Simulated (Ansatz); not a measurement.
Geometry relaxation of BN (part 2 of 2)

BN (2 atoms in the cell); DFT PBEsol, scalar-relativistic, plane waves, PAW, no spin polarisation (Ansatz 0.2.0); cutoff 420 eV, 8×8×8 k-mesh, Gaussian smearing of 0.1 eV. The structure was made by swapping elements on the sites of another compound; it need not be a known phase. It belongs to a series of runs on one base structure; here: Al -> B, P -> N on all its sites, cell and atoms relaxed.

Output, continued
```
relax step   6: F+E_penalty+E_count = -533.83604692 eV  Δ(F+E_penalty+E_count) = +7.176e-3 eV  max|allowed force component| = 2.059e-16 eV/Å  Δτ_max = 0.0000 Å  P = -0.850 GPa  Ω = 11.745 Å³  stress off target by 8.50e-1 GPa  SCF on the basis re-selected at this cell (its energy is not comparable with the rows above)  (5 SCF iters)
basis re-selected at this cell: Δ(F+E_penalty+E_count) = +7.176e-3 eV, ΔP = -0.884 GPa vs the last step (what re-selecting the basis moved, of the pressure what is left beyond the Pulay correction that the steps carried, after the strain that the cell walked since its last selection, with what the two solves' SCF thresholds leave and, on support functions, any second-order correction that the steps lacked; it is no measure of the basis error at this ecutwfc). The dense FFT grid was sized anew with the basis: this SCF ran on 18×18×18 points, the steps before it on 24×24×24, so part of this shift can come from that change (see relax.cell in the input reference). This SCF's stress stands 8.50e-1 GPa from its target on what of the cell is left free (relax.cell.stress_tol is 5.00e-1 GPa) and its largest allowed force component is 2.06e-16 eV/Å (relax.f_tol is 5.00e-2 eV/Å): not within both, so this SCF does not close the relaxation
Crystal: 2 atoms, lattice volume = 11.719 Å³
iter 1 solved again at ethr=3.84e-7 eV; its pass at ethr=3.10e-3 eV (dr2=3.08e-5 eV) is discarded
SCF iter   1: F=—  HF=-533.836298 eV  |F-HF|=—  |Δ(HF+E_count)|=         —  Δρ=5.46e-4  dr2=2.99e-5  ethr=3.84e-7  ⟨swp⟩=1.0  Hψ=1594  notcnv=0
preconditioner: auto → none  [insulator: Δε(μ)=4.302 eV  Ē_g=20.057 eV  σ=0.100 eV  W_gap=1.00  n_scr=0 (ndim 8)  ℏωp=30.7 eV  f_vac=0.000  D(μ)=0.00/eV (n_scr^D=0)  ε∞_Penn≈3.3]
SCF iter   2: F=—  HF=-533.836290 eV  |F-HF|=—  |Δ(HF+E_count)|=   8.06e-6  Δρ=2.00e-4  dr2=3.52e-6  ethr=3.74e-7  ⟨swp⟩=2.4  Hψ=352  notcnv=0
SCF iter   3: F=—  HF=-533.836290 eV  |F-HF|=—  |Δ(HF+E_count)|=   8.85e-7  Δρ=6.64e-5  dr2=4.57e-7  ethr=4.40e-8  ⟨swp⟩=2.0  Hψ=326  notcnv=0
SCF iter   4: F=-533.836289 eV  HF=-533.836289 eV  |F-HF|=1.67e-9  |Δ(HF+E_count)|=   8.30e-8  Δρ=9.68e-6  dr2=3.74e-9  ethr=2.50e-9  ⟨swp⟩=5.0  Hψ=1160  notcnv=0
SCF 7 converged in 4 iterations: F = -533.836289 eV  dr2 = 3.74e-9
relax step   7: F+E_penalty+E_count = -533.83628945 eV  Δ(F+E_penalty+E_count) = -2.425e-4 eV  max|allowed force component| = 1.596e-16 eV/Å  Δτ_max = 0.0000 Å  P = +0.017 GPa  Ω = 11.719 Å³  energy of the carried Pulay correction = +1.753e-4 eV  (4 SCF iters, dr2 threshold 2.00e-7 eV, accepted)
iter 1 solved again at ethr=6.35e-9 eV; its pass at ethr=3.10e-3 eV (dr2=5.08e-7 eV) is discarded
SCF iter   1: F=—  HF=-533.836059 eV  |F-HF|=—  |Δ(HF+E_count)|=         —  Δρ=2.96e-5  dr2=1.80e-8  ethr=6.35e-9  ⟨swp⟩=3.0  Hψ=2242  notcnv=0
preconditioner: auto → none  [insulator: Δε(μ)=4.298 eV  Ē_g=20.057 eV  σ=0.100 eV  W_gap=1.00  n_scr=0 (ndim 8)  ℏωp=30.7 eV  f_vac=0.000  D(μ)=0.00/eV (n_scr^D=0)  ε∞_Penn≈3.3]
SCF iter   2: F=—  HF=-533.836060 eV  |F-HF|=—  |Δ(HF+E_count)|=   9.18e-7  Δρ=1.36e-5  dr2=4.02e-9  ethr=2.25e-10  ⟨swp⟩=2.0  Hψ=339  notcnv=0
SCF iter   3: F=-533.836060 eV  HF=-533.836060 eV  |F-HF|=5.32e-10  |Δ(HF+E_count)|=   3.22e-9  Δρ=4.33e-6  dr2=9.55e-10  ethr=2.50e-11  ⟨swp⟩=4.3  Hψ=747  notcnv=0
SCF 8 converged in 3 iterations: F = -533.836060 eV  dr2 = 9.55e-10
relax step   8: F+E_penalty+E_count = -533.83606019 eV  Δ(F+E_penalty+E_count) = +2.293e-4 eV  max|allowed force component| = 2.059e-16 eV/Å  Δτ_max = 0.0000 Å  P = -0.004 GPa  Ω = 11.719 Å³  stress off target by 4.15e-3 GPa  SCF on the basis re-selected at this cell (its energy is not comparable with the rows above)  (3 SCF iters)
```

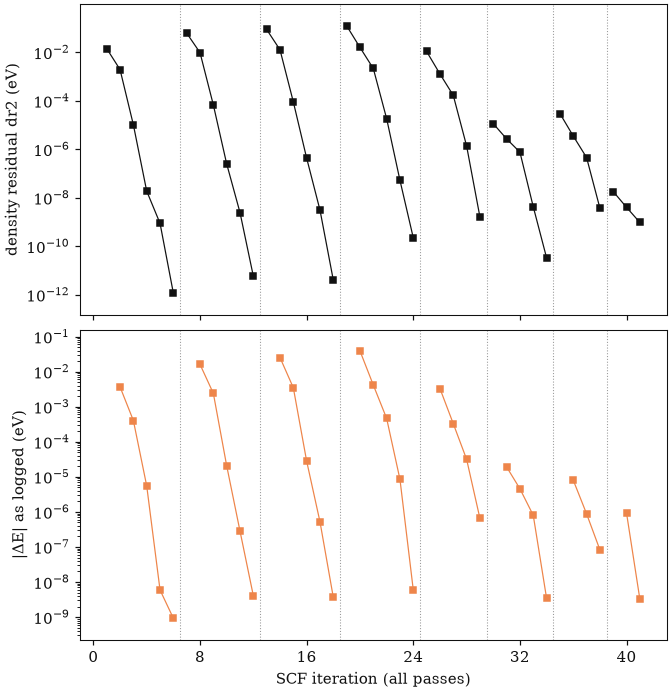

Convergence of the self-consistent field: density residual dr2 and size of the energy change against the SCF iteration. The dotted lines part the SCF passes of the relaxation: geometry steps, rejected trials and re-solves on a re-selected basis. The 8 passes take 3 to 6 iterations each, 41 in all.

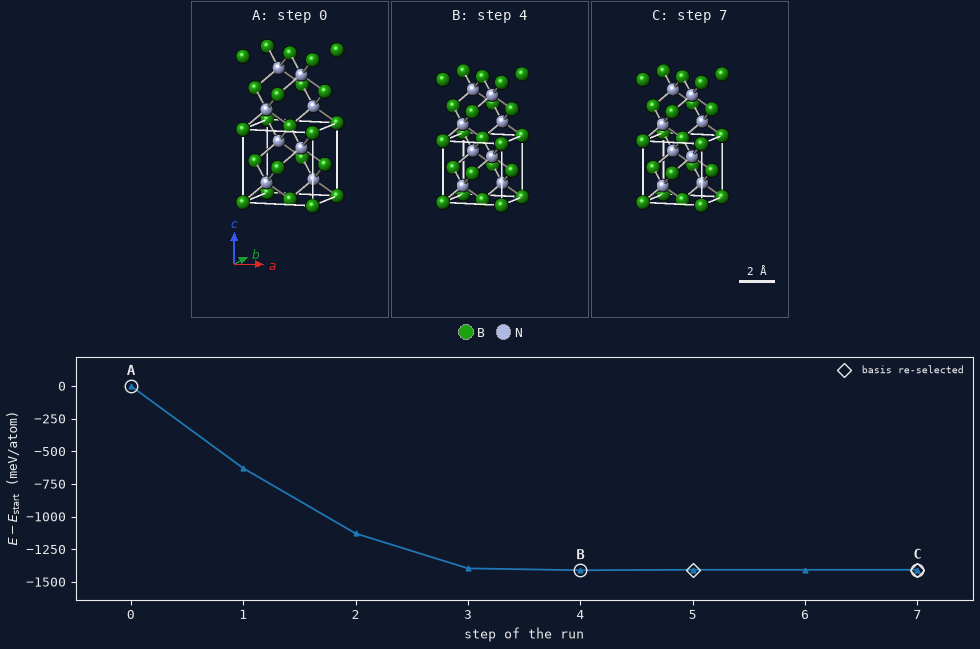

Frames of the relaxation (ball-and-stick view of the cell 4 times as large as that of the calculation, set on its symmetry axes, repeated 1 × 1 × 2, seen slightly off an axis) above the curves, on which the letters mark them (the first geometry is step 0 here and step 1 in the log).

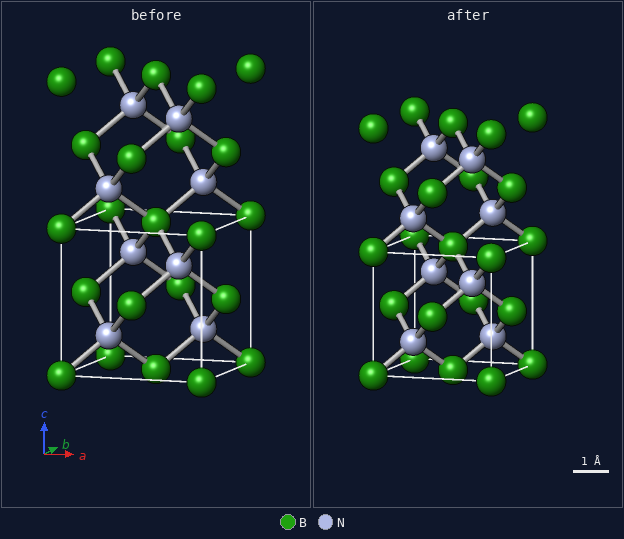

Before (left) and after (right) the relaxation, at one scale (ball-and-stick view of the cell 4 times as large as that of the calculation, set on its symmetry axes, repeated 1 × 1 × 2, seen slightly off an axis). The energy falls by 1408 meV per atom in 5 geometry steps. All forces vanish by symmetry, so only the cell relaxes. The pressure goes from −73.84 to 0.00 GPa. 1 further SCF at an unchanged geometry re-selected the plane-wave basis for the new cell. The atoms keep their places relative to the cell (all moves are under 0.005 Å). Cell: a = b = c 4.288 → 3.606 Å (−15.9 %). Volume −40.5 %. Among the contacts that change: B1–N2 1.857 → 1.561 Å. The space group stays F-43m (No. 216). The energy change given includes the shifts at the re-selections in mid-walk, which come without any move. A last SCF at the same geometry on a re-selected plane-wave basis shifts the energy by +0.1 meV per atom. (Atoms are counted from 1 in the order of the input.)

```
basis re-selected at this cell: Δ(F+E_penalty+E_count) = +2.293e-4 eV, ΔP = -0.021 GPa vs the last step (what re-selecting the basis moved, of the pressure what is left beyond the Pulay correction that the steps carried, after the strain that the cell walked since its last selection, with what the two solves' SCF thresholds leave and, on support functions, any second-order correction that the steps lacked; it is no measure of the basis error at this ecutwfc). This SCF's stress stands 4.15e-3 GPa from its target on what of the cell is left free (relax.cell.stress_tol is 5.00e-1 GPa) and its largest allowed force component is 2.06e-16 eV/Å (relax.f_tol is 5.00e-2 eV/Å): within both
SCF converged after 3 iterations
Free energy (F): -533.836060 eV
Harris-Foulkes:  -533.836060 eV  (|F-HF|=5.32e-10)
Internal energy: -533.836060 eV  (E = F + TS)
E sigma→0 (E₀):  -533.836060 eV
Fermi energy:    13.408115 eV
--- Per-component energies (eV) ---
  E_band       = 26.598321
  E_kinetic    = 185.428229
  E_local      = -173.626405  (includes V_loc(G=0)·N_el)
  E_nonlocal   = 56.765740
  E_hartree    = 48.235402
  E_xc         = -92.783788
  E_vxc        = -115.835878  (∫ρ·V_xc dr)
  E_paw        = -198.587685  (= ΣΔE_a)
  E_vpaw       = -22.604572  (= ΣTr[D̂ρ^β])
  E_aug_tail   = 0.000101  (compensation charges beyond the density's cutoff)
  E_ewald      = -359.310463
  E_core_change = 0.042810  (= ΣΔE_core)
  E_smearing   = -0.000000  (= −TS)
  E_closure    = 0.000000  (closes the sum)
  Σ components = -533.836060   (vs F -533.836060, Δ=0.00e0)
--- Forces (eV/Å), atoms counted from 1 ---
  atom   1  B     -0.00000000     0.00000000     0.00000000
  atom   2  N      0.00000000    -0.00000000    -0.00000000
  max |Σ_I F_I| component: 3.28e-16 eV/Å
--- Stress (GPa, compression-positive) ---
       -0.004150      -0.000000      -0.000000
       -0.000000      -0.004150      -0.000000
       -0.000000      -0.000000      -0.004150
  P = ⅓ Tr σ = -0.0042 GPa (-0.042 kbar)
--- Band table (eV; the first three rows and the last of 29) ---
  k-point 0: bands = ["-9.0813", "11.2593", "11.2593", "11.2593", "20.0658", "20.0658", "20.0658", "21.6249"]
  k-point 1: bands = ["-8.6977", "9.3626", "10.8743", "10.8743", "20.4347", "20.6427", "20.6427", "22.8208"]
  k-point 2: bands = ["-7.5828", "5.7182", "10.1167", "10.1167", "20.9120", "21.5922", "21.5922", "24.8293"]
  k-point 28: bands = ["-3.0569", "3.6273", "4.1551", "4.6228", "20.7361", "24.5941", "25.6359", "26.0277"]
--- Relaxed structure (6 steps of the walk, 6 accepted, 2 SCFs on fresh bases) ---
  F+E_penalty+E_count = -533.83606019 eV   max|allowed force component| = 2.059e-16 eV/Å   (the final SCF, on the basis selected at the relaxed cell)
  cell:  # Å, volume = 11.7193 Å³
    - [-8.411442701363241e-34, 1.802842726378326, 1.802842726378326]
    - [1.802842726378326, -2.8090281906638e-33, 1.802842726378326]
    - [1.802842726378326, 1.802842726378326, 1.9678833429563772e-33]
  atoms:
    - { symbol: B, position: [1.4784688337650428e-34, -7.504632941009903e-34, -3.2750891887200322e-34] }
    - { symbol: N, position: [0.75, 0.75, 0.75] }
```

Trajectory as extended XYZ (Å, eV, eV/Å), 8 frames, from step=1 to step=8
```
2
Lattice="0.0000 2.1439 2.1439 2.1439 0.0000 2.1439 2.1439 2.1439 0.0000" Properties=species:S:1:pos:R:3:forces:R:3 step=1 energy=-531.02129 pressure_GPa=-73.84
B     0.0000    0.0000    0.0000    0.0000   0.0000   0.0000
N     3.2159    3.2159    3.2159    0.0000   0.0000   0.0000
2
Lattice="0.0000 2.0394 2.0394 2.0394 0.0000 2.0394 2.0394 2.0394 0.0000" Properties=species:S:1:pos:R:3:forces:R:3 step=2 energy=-532.28037 pressure_GPa=-70.42
B     0.0000    0.0000    0.0000    0.0000   0.0000   0.0000
N     3.0591    3.0591    3.0591    0.0000   0.0000   0.0000
2
Lattice="0.0000 1.9349 1.9349 1.9349 0.0000 1.9349 1.9349 1.9349 0.0000" Properties=species:S:1:pos:R:3:forces:R:3 step=3 energy=-533.27994 pressure_GPa=-54.41
B     0.0000    0.0000    0.0000    0.0000   0.0000   0.0000
N     2.9024    2.9024    2.9024    0.0000   0.0000   0.0000
2
Lattice="0.0000 1.8304 1.8304 1.8304 0.0000 1.8304 1.8304 1.8304 0.0000" Properties=species:S:1:pos:R:3:forces:R:3 step=4 energy=-533.81478 pressure_GPa=-15.30
B     0.0000    0.0000    0.0000    0.0000   0.0000   0.0000
N     2.7456    2.7456    2.7456    0.0000   0.0000   0.0000
2
Lattice="0.0000 1.8042 1.8042 1.8042 0.0000 1.8042 1.8042 1.8042 0.0000" Properties=species:S:1:pos:R:3:forces:R:3 step=5 energy=-533.84322 pressure_GPa=0.03
B     0.0000    0.0000    0.0000    0.0000   0.0000   0.0000
N     2.7062    2.7062    2.7062    0.0000   0.0000   0.0000
2
Lattice="0.0000 1.8042 1.8042 1.8042 0.0000 1.8042 1.8042 1.8042 0.0000" Properties=species:S:1:pos:R:3:forces:R:3 step=6 energy=-533.83605 pressure_GPa=-0.85
B     0.0000    0.0000    0.0000    0.0000   0.0000   0.0000
N     2.7062    2.7062    2.7062    0.0000   0.0000   0.0000
2
Lattice="0.0000 1.8028 1.8028 1.8028 0.0000 1.8028 1.8028 1.8028 0.0000" Properties=species:S:1:pos:R:3:forces:R:3 step=7 energy=-533.83629 pressure_GPa=0.02
B     0.0000    0.0000    0.0000    0.0000   0.0000   0.0000
N     2.7043    2.7043    2.7043    0.0000   0.0000   0.0000
2
Lattice="0.0000 1.8028 1.8028 1.8028 0.0000 1.8028 1.8028 1.8028 0.0000" Properties=species:S:1:pos:R:3:forces:R:3 step=8 energy=-533.83606 pressure_GPa=-0.00
B     0.0000    0.0000    0.0000    0.0000   0.0000   0.0000
N     2.7043    2.7043    2.7043    0.0000   0.0000   0.0000
```

This output came from the following input.

The input
```yaml
crystal:
  lattice:
    - [0.0, 2.1439475948, 2.1439475948]
    - [2.1439475948, 0.0, 2.1439475948]
    - [2.1439475948, 2.1439475948, 0.0]
  atoms:
    - { symbol: B, position: [0.0, 0.0, 0.0] }
    - { symbol: "N", position: [0.75, 0.75, 0.75] }
basis:
  ecutwfc: 420
kpoints:
  mp_grid: { grid: [8, 8, 8] }
hamiltonian:
  xc: pbesol
scf:
  occupations: { method: gaussian, width: 0.1 }
output:
  forces: true
  stress: true
  eigenvalues: true
relax:
  adjacent_minimum: "off"
  f_tol: 0.05
  max_steps: 60
  cell: { stress_tol: 0.5 }
```

Launch command:
```bash
ansatz run input.yaml --threads 1 --pin off --max-ram 2560MiB --backend cpu --events-out ev --progress --plain --runs-dir out
```

Results in brief

- outcome: converged
- space group (tolerance 0.01 Å): F-43m (216)
- electrons treated: 8
- free energy: −533.8361 eV
- Fermi energy: 13.408 eV
- gap on the k-point mesh: 4.30 eV
- pressure: 0.00 GPa
- final volume: 11.72 Å³
- largest force (length of the vector) at the end: under 0.001 eV/Å
- final cell: a = 2.550 Å, b = 2.550 Å, c = 2.550 Å, α = 60.00°, β = 60.00°, γ = 60.00°
- hardware: 1 thread of AMD EPYC (Zen 5), 32 GiB of memory available, shared host
- wall time: 2 s
- peak memory: 0.34 GiB
